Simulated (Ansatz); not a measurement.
**Mg₂Zn₃O₅: density, localisation and related maps**

Input file:

```
crystal:
  lattice:
    - [1.522819988, 0.87920053, 12.3657859824]
    - [-1.522819988, 0.87920053, 12.3657859824]
    - [0.0, -1.75840106, 12.3657859824]
  atoms:
    - { symbol: Mg, position: [0.8997580871, 0.8997580871, 0.8997580871] }
    - { symbol: Mg, position: [0.1002419129, 0.1002419129, 0.1002419129] }
    - { symbol: Zn, position: [0.2995163474, 0.2995163474, 0.2995163474] }
    - { symbol: Zn, position: [0.5, 0.5, 0.5] }
    - { symbol: Zn, position: [0.7004836526, 0.7004836526, 0.7004836526] }
    - { symbol: O, position: [0.598590219, 0.598590219, 0.598590219] }
    - { symbol: O, position: [0.2009023664, 0.2009023664, 0.2009023664] }
    - { symbol: O, position: [0.7990976336, 0.7990976336, 0.7990976336] }
    - { symbol: O, position: [0.401409781, 0.401409781, 0.401409781] }
    - { symbol: O, position: [0.0, 0.0, 0.0] }
basis:
  ecutwfc: 420
kpoints:
  mp_grid: { grid: [12, 12, 12] }
hamiltonian:
  xc: pbe
scf:
  occupations: { method: gaussian, width: 0.02 }
output:
  forces: true
  stress: true
  eigenvalues: true
  write_density: true
  write_potential: true
  elf: true
  volumetric_format: npy
relax:
  adjacent_minimum: "off"
  f_tol: 0.01
  max_steps: 80
  cell: { stress_tol: 0.05 }
```

Launched as:

```sh
ansatz run input.yaml --threads 4 --pin off --max-ram 8192MiB --backend cpu --events-out ev --progress --plain --runs-dir out
```

Below, planes, directions and counts refer to the conventional cell (a = 3.05 Å, b = 3.05 Å, c = 37.12 Å, α = 90.00°, β = 90.00°, γ = 120.00°).

The fields are those of the run's last geometry, not of the input's.

Space group R-3m; a structure generated by program, which may or may not match a known phase.

These are results of DFT PBE, scalar-relativistic, plane waves, PAW (Ansatz 0.2.0), not measurements.

Core electrons are frozen (PAW), and the valence fields are smoothed inside the atomic spheres.

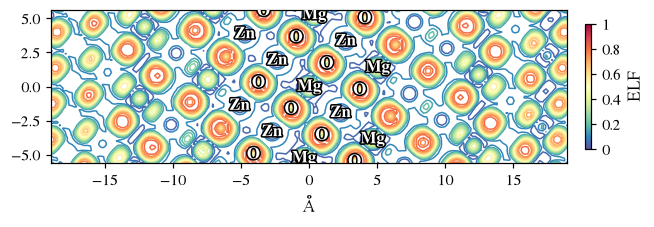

Figure 1. ELF on the (111) plane of the conventional cell.

Read the bonding off the picture.

Answer. Atoms in the plane: Mg, Zn and O. Atoms just off the plane (Mg, 0.3 Å away, Zn, 0.3 Å away and O, 0.3 Å away) can leave unmarked features too. Mg–O (2.13 Å): the ELF peaks at about 0.85 in the valence shell of O, 0.6 Å from its nucleus, and is about 0.30 at the midpoint: an ionic contact with no shared pair. Zn–O (2.16 Å): the ELF peaks at about 0.80 in the valence shell of O, 0.6 Å from its nucleus, and is about 0.15 at the midpoint (no shared electron pair shows on this line).

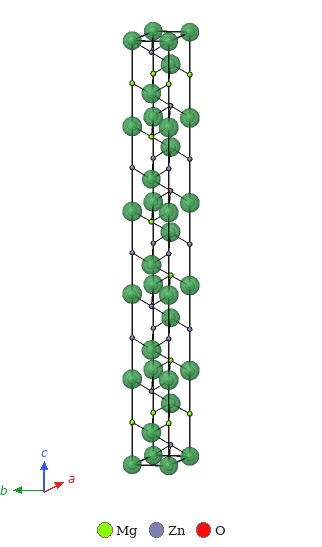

Figure 2. Isosurface of the electron localisation function at 0.75 (green), seen at an oblique angle. Only the valence region is drawn (cores and ρ < 0.01 e/Å³ removed). Sticks mark near contacts.

Identify the bonds, lone pairs and shells in this picture.

Answer. The surface consists of 15 regions wrapped around O (the valence shell of each), counted in one cell of 30 atoms. Regions shared between cells count once.

Metal or insulator at this level of theory?

Answer. It is gapped, with a Kohn–Sham gap of 1.9 eV on the k-point mesh, an upper bound to the gap of this method.
